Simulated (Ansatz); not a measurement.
## As: geometry relaxation (part 2 of 2)

The same run, continued: As (slab, 4 atoms in the cell); DFT PBE+D3(BJ), scalar-relativistic, plane waves, PAW, no spin polarisation (Ansatz 0.2.0); cutoff 420 eV, 9×9×1 k-mesh, Gaussian smearing of 0.05 eV. The structure derives from an entry of the Crystallography Open Database. The input holds or restrains some coordinates. Forces given for the steps count only the free coordinates.

Geometry of the input (Å; fractional positions):
```
3.5716  0.0000  0.0000
-1.7858  3.0931  0.0000
0.0000  0.0000  20.2951
As 0.3333  0.6667  0.2217
As 0.6667  0.3333  0.2906
As 0.6667  0.8333  0.4569
As 1.0000  0.5000  0.5257
```

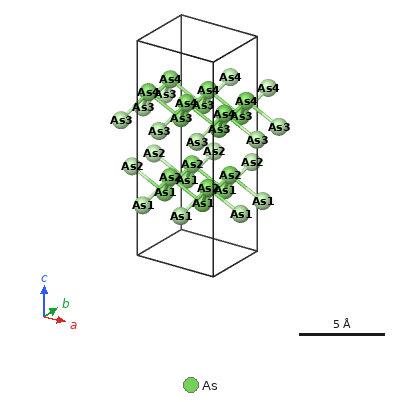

**Figure 1.** The geometry at step 2 of the log (ball-and-stick view of the 2 × 2 repeat of the cell, with the vacuum cut short, seen slightly off an axis; neighbours outside the cell are drawn fainter; atoms are numbered from 1 in the order of the input).

**What the program printed, continued**
```
SCF iter   1: F=—  HF=-19425.587547 eV  |F-HF|=—  |Δ(HF+E_count)|=         —  Δρ=4.09e-3  dr2=1.44e-2  ethr=2.41e-4  p=-0.000 e·Å  D=-1.89e-5 V/Å  ΔV_dip=0.00 eV  dr2_dipole=1.88e-4  V_vac-E_F(+/−)=4.51/4.51 eV  ⟨swp⟩=5.2  Hψ=2788  notcnv=0  defer=31
efield: sawtooth ramp at fractional position 0.8537 (handed on by an earlier solve), width 0.0400; the density the first Hamiltonian is built on has a dipole p = -0.000 e·Å; the dipole correction subtracts the counter field D = -1.89e-5 V/Å, which shifts the + side's vacuum level by +0.00 eV against the − side's; the planar-averaged density in the ramp window peaks in size at 5.6e-7 e/Å³
preconditioner: auto → Resta (q_TF=auto, 2.190 Å⁻¹)  ε∞=2.6  [insulator: Δε(μ)=0.734 eV  Ē_g=8.875 eV  σ=0.050 eV  W_gap=1.00  n_scr=44 (ndim 8)  ℏωp=11.1 eV  f_vac=0.549  D(μ)=0.00/eV (n_scr^D=0)  ε∞_Penn≈2.6  vacuum switching on, ρ_ref=5.7e-3 e/Å³]
SCF iter   2: F=—  HF=-19425.588672 eV  |F-HF|=—  |Δ(HF+E_count)|=   1.13e-3  Δρ=2.15e-3  dr2=4.33e-3  ethr=2.41e-5  p=0.004 e·Å  D=3.28e-3 V/Å  ΔV_dip=-0.07 eV  dr2_dipole=3.58e-4  V_vac-E_F(+/−)=4.46/4.52 eV  ⟨swp⟩=1.1  Hψ=1111  notcnv=0  defer=35
SCF iter   3: F=—  HF=-19425.590001 eV  |F-HF|=—  |Δ(HF+E_count)|=   1.33e-3  Δρ=9.62e-4  dr2=6.18e-3  ethr=7.22e-6  p=-0.005 e·Å  D=-4.09e-3 V/Å  ΔV_dip=0.08 eV  dr2_dipole=1.89e-3  V_vac-E_F(+/−)=4.56/4.48 eV  ⟨swp⟩=2.2  Hψ=1171  notcnv=0  defer=36
SCF iter   4: F=—  HF=-19425.589512 eV  |F-HF|=—  |Δ(HF+E_count)|=   4.89e-4  Δρ=1.84e-4  dr2=3.63e-4  ethr=7.22e-6  p=0.002 e·Å  D=1.45e-3 V/Å  ΔV_dip=-0.03 eV  dr2_dipole=1.16e-4  V_vac-E_F(+/−)=4.50/4.53 eV  ⟨swp⟩=2.0  Hψ=978  notcnv=0  defer=36
SCF iter   5: F=—  HF=-19425.589476 eV  |F-HF|=—  |Δ(HF+E_count)|=   3.64e-5  Δρ=9.89e-5  dr2=4.57e-5  ethr=6.06e-7  p=0.000 e·Å  D=9.17e-5 V/Å  ΔV_dip=-0.00 eV  dr2_dipole=1.59e-6  V_vac-E_F(+/−)=4.51/4.51 eV  ⟨swp⟩=2.0  Hψ=983  notcnv=0  defer=36
SCF iter   6: F=—  HF=-19425.589458 eV  |F-HF|=—  |Δ(HF+E_count)|=   1.78e-5  Δρ=2.81e-5  dr2=2.10e-6  ethr=7.62e-8  p=0.000 e·Å  D=9.36e-5 V/Å  ΔV_dip=-0.00 eV  dr2_dipole=6.41e-9  V_vac-E_F(+/−)=4.51/4.51 eV  ⟨swp⟩=2.2  Hψ=1142  notcnv=0  defer=40
SCF iter   7: F=-19425.589459 eV  HF=-19425.589459 eV  |F-HF|=2.83e-7  |Δ(HF+E_count)|=   4.38e-7  Δρ=9.52e-6  dr2=2.32e-7  ethr=4.95e-10  p=0.000 e·Å  D=3.14e-5 V/Å  ΔV_dip=-0.00 eV  dr2_dipole=3.94e-10  V_vac-E_F(+/−)=4.51/4.51 eV  ⟨swp⟩=13.3  Hψ=7054  notcnv=0
SCF 3 converged in 7 iterations: F = -19425.589459 eV  dr2 = 2.32e-7
  greatest PAW one-centre occupation: 0.999 electrons in one spin orbital (limit 2), on the As atom at site 1 (counted from 0), in its partial waves of l = 2
relax step   3: F+E_penalty+E_count = -19425.58945882 eV  Δ(F+E_penalty+E_count) = -9.543e-4 eV  max|allowed force component| = 5.546e-3 eV/Å  Δτ_max = 0.1152 Å  (7 SCF iters, dr2 threshold 2.97e-7 eV, accepted)
SCF iter   1: F=—  HF=-19425.589423 eV  |F-HF|=—  |Δ(HF+E_count)|=         —  Δρ=1.35e-3  dr2=1.53e-3  ethr=2.52e-5  p=0.000 e·Å  D=3.16e-5 V/Å  ΔV_dip=-0.00 eV  dr2_dipole=1.75e-5  V_vac-E_F(+/−)=4.53/4.53 eV  ⟨swp⟩=3.1  Hψ=2000  notcnv=0  defer=40
efield: sawtooth ramp at fractional position 0.8537 (handed on by an earlier solve), width 0.0400; the density the first Hamiltonian is built on has a dipole p = 0.000 e·Å; the dipole correction subtracts the counter field D = 3.16e-5 V/Å, which shifts the + side's vacuum level by -0.00 eV against the − side's; the planar-averaged density in the ramp window peaks in size at 4.2e-7 e/Å³
preconditioner: auto → Resta (q_TF=auto, 2.190 Å⁻¹)  ε∞=2.6  [insulator: Δε(μ)=0.778 eV  Ē_g=8.870 eV  σ=0.050 eV  W_gap=1.00  n_scr=44 (ndim 8)  ℏωp=11.1 eV  f_vac=0.547  D(μ)=0.00/eV (n_scr^D=0)  ε∞_Penn≈2.6  vacuum switching on, ρ_ref=5.7e-3 e/Å³]
SCF iter   2: F=—  HF=-19425.589548 eV  |F-HF|=—  |Δ(HF+E_count)|=   1.25e-4  Δρ=7.08e-4  dr2=4.56e-4  ethr=2.56e-6  p=-0.001 e·Å  D=-9.79e-4 V/Å  ΔV_dip=0.02 eV  dr2_dipole=2.81e-5  V_vac-E_F(+/−)=4.54/4.52 eV  ⟨swp⟩=1.4  Hψ=1111  notcnv=0  defer=40
SCF iter   3: F=—  HF=-19425.589682 eV  |F-HF|=—  |Δ(HF+E_count)|=   1.34e-4  Δρ=3.11e-4  dr2=6.15e-4  ethr=7.60e-7  p=0.001 e·Å  D=1.11e-3 V/Å  ΔV_dip=-0.02 eV  dr2_dipole=1.46e-4  V_vac-E_F(+/−)=4.51/4.53 eV  ⟨swp⟩=2.0  Hψ=1015  notcnv=0  defer=40
SCF iter   4: F=—  HF=-19425.589634 eV  |F-HF|=—  |Δ(HF+E_count)|=   4.75e-5  Δρ=5.62e-5  dr2=3.41e-5  ethr=7.60e-7  p=-0.001 e·Å  D=-4.97e-4 V/Å  ΔV_dip=0.01 eV  dr2_dipole=1.31e-5  V_vac-E_F(+/−)=4.53/4.52 eV  ⟨swp⟩=2.0  Hψ=970  notcnv=0  defer=40
SCF iter   5: F=—  HF=-19425.589605 eV  |F-HF|=—  |Δ(HF+E_count)|=   2.95e-5  Δρ=3.21e-5  dr2=5.32e-6  ethr=5.69e-8  p=-0.000 e·Å  D=-1.00e-5 V/Å  ΔV_dip=0.00 eV  dr2_dipole=3.70e-7  V_vac-E_F(+/−)=4.53/4.53 eV  ⟨swp⟩=2.0  Hψ=1001  notcnv=0  defer=40
SCF iter   6: F=—  HF=-19425.589623 eV  |F-HF|=—  |Δ(HF+E_count)|=   1.79e-5  Δρ=9.41e-6  dr2=2.77e-7  ethr=8.86e-9  p=-0.000 e·Å  D=-2.51e-5 V/Å  ΔV_dip=0.00 eV  dr2_dipole=4.12e-9  V_vac-E_F(+/−)=4.53/4.52 eV  ⟨swp⟩=2.0  Hψ=1015  notcnv=0  defer=40
SCF iter   7: F=—  HF=-19425.589623 eV  |F-HF|=—  |Δ(HF+E_count)|=   6.53e-8  Δρ=2.92e-6  dr2=3.27e-8  ethr=4.62e-10  p=-0.000 e·Å  D=-6.46e-6 V/Å  ΔV_dip=0.00 eV  dr2_dipole=8.46e-10  V_vac-E_F(+/−)=4.52/4.52 eV  ⟨swp⟩=2.0  Hψ=1587  notcnv=0  defer=40
SCF iter   8: F=-19425.589623 eV  HF=-19425.589623 eV  |F-HF|=1.30e-9  |Δ(HF+E_count)|=   2.82e-8  Δρ=9.01e-7  dr2=2.21e-9  ethr=1.50e-11  p=-0.000 e·Å  D=-3.13e-6 V/Å  ΔV_dip=0.00 eV  dr2_dipole=2.05e-10  V_vac-E_F(+/−)=4.52/4.52 eV  ⟨swp⟩=14.1  Hψ=5843  notcnv=0
SCF 4 converged in 8 iterations: F = -19425.589623 eV  dr2 = 2.21e-9
relax step   4: F+E_penalty+E_count = -19425.58962261 eV  Δ(F+E_penalty+E_count) = -1.638e-4 eV  max|allowed force component| = 4.688e-3 eV/Å  Δτ_max = 0.0369 Å  (8 SCF iters, accepted)
SCF iter   1: F=—  HF=-19425.589633 eV  |F-HF|=—  |Δ(HF+E_count)|=         —  Δρ=1.34e-4  dr2=1.55e-5  ethr=2.50e-7  p=-0.000 e·Å  D=-3.15e-6 V/Å  ΔV_dip=0.00 eV  dr2_dipole=2.33e-7  V_vac-E_F(+/−)=4.52/4.52 eV  ⟨swp⟩=2.4  Hψ=2000  notcnv=0  defer=37
efield: sawtooth ramp at fractional position 0.8537 (handed on by an earlier solve), width 0.0400; the density the first Hamiltonian is built on has a dipole p = -0.000 e·Å; the dipole correction subtracts the counter field D = -3.15e-6 V/Å, which shifts the + side's vacuum level by +0.00 eV against the − side's; the planar-averaged density in the ramp window peaks in size at 4.1e-7 e/Å³
preconditioner: auto → Resta (q_TF=auto, 2.190 Å⁻¹)  ε∞=2.6  [insulator: Δε(μ)=0.772 eV  Ē_g=8.868 eV  σ=0.050 eV  W_gap=1.00  n_scr=44 (ndim 8)  ℏωp=11.1 eV  f_vac=0.547  D(μ)=0.00/eV (n_scr^D=0)  ε∞_Penn≈2.6  vacuum switching on, ρ_ref=5.7e-3 e/Å³]
SCF iter   2: F=—  HF=-19425.589607 eV  |F-HF|=—  |Δ(HF+E_count)|=   2.60e-5  Δρ=7.02e-5  dr2=4.68e-6  ethr=2.59e-8  p=0.000 e·Å  D=1.13e-4 V/Å  ΔV_dip=-0.00 eV  dr2_dipole=4.31e-7  V_vac-E_F(+/−)=4.52/4.52 eV  ⟨swp⟩=1.2  Hψ=1109  notcnv=0  defer=38
SCF iter   3: F=—  HF=-19425.589626 eV  |F-HF|=—  |Δ(HF+E_count)|=   1.92e-5  Δρ=3.26e-5  dr2=5.54e-6  ethr=7.80e-9  p=-0.000 e·Å  D=-1.14e-4 V/Å  ΔV_dip=0.00 eV  dr2_dipole=1.57e-6  V_vac-E_F(+/−)=4.52/4.52 eV  ⟨swp⟩=2.0  Hψ=1011  notcnv=0  defer=38
SCF iter   4: F=—  HF=-19425.589626 eV  |F-HF|=—  |Δ(HF+E_count)|=   3.43e-7  Δρ=6.17e-6  dr2=4.39e-7  ethr=7.80e-9  p=0.000 e·Å  D=4.99e-5 V/Å  ΔV_dip=-0.00 eV  dr2_dipole=1.36e-7  V_vac-E_F(+/−)=4.52/4.52 eV  ⟨swp⟩=2.0  Hψ=967  notcnv=0  defer=38
SCF iter   5: F=—  HF=-19425.589626 eV  |F-HF|=—  |Δ(HF+E_count)|=   4.63e-8  Δρ=3.18e-6  dr2=5.14e-8  ethr=7.31e-10  p=0.000 e·Å  D=2.40e-6 V/Å  ΔV_dip=-0.00 eV  dr2_dipole=2.25e-9  V_vac-E_F(+/−)=4.52/4.52 eV  ⟨swp⟩=2.0  Hψ=992  notcnv=0  defer=38
SCF iter   6: F=-19425.589626 eV  HF=-19425.589626 eV  |F-HF|=6.55e-11  |Δ(HF+E_count)|=   1.46e-9  Δρ=9.06e-7  dr2=2.07e-9  ethr=1.50e-11  p=0.000 e·Å  D=3.01e-6 V/Å  ΔV_dip=-0.00 eV  dr2_dipole=6.82e-13  V_vac-E_F(+/−)=4.52/4.52 eV  ⟨swp⟩=10.7  Hψ=5688  notcnv=0
SCF 5 converged in 6 iterations: F = -19425.589626 eV  dr2 = 2.07e-9
relax step   5: F+E_penalty+E_count = -19425.58962573 eV  Δ(F+E_penalty+E_count) = -3.120e-6 eV  max|allowed force component| = 9.862e-4 eV/Å  Δτ_max = 0.0037 Å  (6 SCF iters, accepted)
SCF converged after 6 iterations
Free energy (F): -19425.589626 eV
Harris-Foulkes:  -19425.589626 eV  (|F-HF|=6.55e-11)
Internal energy: -19425.589626 eV  (E = F + TS)
E sigma→0 (E₀):  -19425.589626 eV
Fermi energy:    1.281713 eV
Dipole field:    D = 0.000002 V/Å  (p = 0.000002 e·Å, saw-weighted, corrected)
Work function:   Φ+ = 4.5235 eV   Φ− = 4.5235 eV
Levels:          The Fermi level and band energies are counted from a zero that moves with the ramp; work functions are not
--- Per-component energies (eV) ---
  E_band       = -1482.030799
  E_kinetic    = 409.593054
  E_local      = -42540.976860  (includes V_loc(G=0)·N_el)
  E_nonlocal   = -2682.966317
  E_hartree    = 21357.828260
  E_xc         = -316.205390
  E_vxc        = -315.685351  (∫ρ·V_xc dr)
  E_paw        = -7338.145220  (= ΣΔE_a)
  E_vpaw       = 932.345836  (= ΣTr[D̂ρ^β])
  E_aug_tail   = 0.000028  (compensation charges beyond the density's cutoff)
  E_efield     = 0.000000  (sawtooth field / dipole correction)
  E_vefield    = 0.000016  (∫n·V_field dr)
  E_ewald      = 11686.401227
  E_disp       = -1.118408  (pairwise vdW)
  E_smearing   = -0.000000  (= −TS)
  E_closure    = 0.000000  (closes the sum)
  Σ components = -19425.589626   (vs F -19425.589626, Δ=0.00e0)
--- Forces (eV/Å), atoms counted from 1 ---
  atom   1  As     0.00899522     0.00519339     0.00100685
  atom   2  As     0.00411390     0.00237516    -0.00098615
  atom   3  As    -0.00411379    -0.00237510     0.00046683
  atom   4  As    -0.00899486    -0.00519319    -0.00047010
  max |Σ_I F_I| component: 1.74e-5 eV/Å
--- Band table (eV; the first three rows and the last of 25) ---
  k-point 0: bands = ["-34.7158", "-34.7157", "-34.7148", "-34.7144", "-34.6749", "-34.6746", "-34.6737", "-34.6736", "-34.6316", "-34.6310", "-34.5979", "-34.5973", "-34.5965", "-34.5964", "-34.5610", "-34.5606", "-34.5451", "-34.5450", "-34.5440", "-34.5434", "-13.2540", "-13.1107", "-7.2634", "-6.4293", "-0.9413", "0.4274", "0.4742", "0.5202", "0.5639", "0.7512", "2.4333", "3.1411", "3.8721", "3.9647", "4.0507", "4.1369"]
  k-point 1: bands = ["-34.7151", "-34.7151", "-34.7113", "-34.7110", "-34.6739", "-34.6736", "-34.6712", "-34.6711", "-34.6309", "-34.6305", "-34.5988", "-34.5986", "-34.5972", "-34.5971", "-34.5622", "-34.5619", "-34.5482", "-34.5479", "-34.5449", "-34.5447", "-13.0852", "-12.9430", "-7.2017", "-6.4322", "-1.1409", "-0.8731", "-0.5945", "0.1380", "0.1424", "0.8910", "3.0191", "3.3995", "3.9817", "4.3403", "4.3712", "4.5115"]
  k-point 2: bands = ["-34.7139", "-34.7139", "-34.7015", "-34.7014", "-34.6710", "-34.6707", "-34.6640", "-34.6639", "-34.6288", "-34.6287", "-34.6036", "-34.6035", "-34.5981", "-34.5978", "-34.5672", "-34.5669", "-34.5573", "-34.5568", "-34.5456", "-34.5455", "-12.5877", "-12.4495", "-7.1484", "-6.6260", "-2.7805", "-2.3850", "-0.5701", "-0.5358", "-0.4427", "0.5393", "2.2508", "2.7312", "4.6259", "4.8345", "4.8529", "5.3410"]
  k-point 24: bands = ["-34.7112", "-34.7109", "-34.6806", "-34.6804", "-34.6476", "-34.6474", "-34.6425", "-34.6416", "-34.6326", "-34.6325", "-34.6195", "-34.6194", "-34.6109", "-34.6104", "-34.5878", "-34.5877", "-34.5669", "-34.5669", "-34.5469", "-34.5463", "-10.6147", "-10.4759", "-8.8245", "-8.6961", "-3.2722", "-3.1965", "-2.1212", "-1.8754", "-1.2385", "-0.9491", "2.8038", "3.1021", "3.4929", "3.9006", "4.8476", "4.9642"]
--- Relaxed structure (5 steps of the walk, 5 accepted, 0 SCFs on fresh bases) ---
  F+E_penalty+E_count = -19425.58962573 eV   max|allowed force component| = 9.862e-4 eV/Å
  atoms:
    - { symbol: As, position: [0.3333333332999999, 0.6666666666500002, 0.2217281358] }
    - { symbol: As, position: [0.6666666667000001, 0.33333333335000004, 0.29048434716968213] }
    - { symbol: As, position: [0.6666666667000001, 0.8333333333500001, 0.44340924127507025] }
    - { symbol: As, position: [1.0, 0.5, 0.5121634204623182] }
```

**Trajectory as extended XYZ (Å, eV, eV/Å), 5 frames, from step=1 to step=5**
```
4
Lattice="3.5716 0.0000 0.0000 -1.7858 3.0931 0.0000 0.0000 0.0000 20.2951" Properties=species:S:1:pos:R:3:forces:R:3 step=1 energy=-19425.58046
As    0.0000    2.0621    4.5000    0.0063   0.0037   0.0216
As    1.7858    1.0310    5.8969    0.0048   0.0028   0.0385
As    0.8929    2.5776    9.2723   -0.0048  -0.0028  -0.0403
As    2.6787    1.5466   10.6691   -0.0063  -0.0037  -0.0198
4
Lattice="3.5716 0.0000 0.0000 -1.7858 3.0931 0.0000 0.0000 0.0000 20.2951" Properties=species:S:1:pos:R:3:forces:R:3 step=2 energy=-19425.58850
As    0.0000    2.0621    4.5000    0.0084   0.0048   0.0893
As    1.7858    1.0310    5.9023    0.0050   0.0029  -0.0690
As    0.8929    2.5776    9.0780   -0.0050  -0.0029   0.0171
As    2.6787    1.5466   10.4762   -0.0083  -0.0048  -0.0374
4
Lattice="3.5716 0.0000 0.0000 -1.7858 3.0931 0.0000 0.0000 0.0000 20.2951" Properties=species:S:1:pos:R:3:forces:R:3 step=3 energy=-19425.58946
As    0.0000    2.0621    4.5000    0.0092   0.0053  -0.0132
As    1.7858    1.0310    5.8944    0.0036   0.0021   0.0030
As    0.8929    2.5776    8.9661   -0.0036  -0.0021   0.0047
As    2.6787    1.5466   10.3610   -0.0092  -0.0053   0.0055
4
Lattice="3.5716 0.0000 0.0000 -1.7858 3.0931 0.0000 0.0000 0.0000 20.2951" Properties=species:S:1:pos:R:3:forces:R:3 step=4 energy=-19425.58962
As    0.0000    2.0621    4.5000    0.0090   0.0052  -0.0034
As    1.7858    1.0310    5.8951    0.0041   0.0024   0.0047
As    0.8929    2.5776    9.0028   -0.0041  -0.0024  -0.0027
As    2.6787    1.5466   10.3980   -0.0090  -0.0052   0.0015
4
Lattice="3.5716 0.0000 0.0000 -1.7858 3.0931 0.0000 0.0000 0.0000 20.2951" Properties=species:S:1:pos:R:3:forces:R:3 step=5 energy=-19425.58963
As    0.0000    2.0621    4.5000    0.0090   0.0052   0.0010
As    1.7858    1.0310    5.8954    0.0041   0.0024  -0.0010
As    0.8929    2.5776    8.9990   -0.0041  -0.0024   0.0005
As    2.6787    1.5466   10.3944   -0.0090  -0.0052  -0.0005
```

**Summary**

| quantity | value |
| --- | --- |
| outcome | converged under the restraints of the input |
| electrons treated | 60 |
| free energy | −19425.5896 eV |
| work function, top face | 4.52 eV |
| work function, bottom face | 4.52 eV |
| Fermi energy | 1.282 eV |
| gap on the k-point mesh | 0.77 eV |
| final volume | 224.21 Å³ |
| work function (upper face) | 4.52 eV |
| largest force (length of the vector) at the end, held atoms and coordinates included | 0.010 eV/Å |
| hardware | 4 threads of Intel Xeon (Emerald Rapids), 16 GiB of memory available, shared host |
| wall time | 14 s (CPU time 53 s) |
| peak memory | 0.62 GiB |
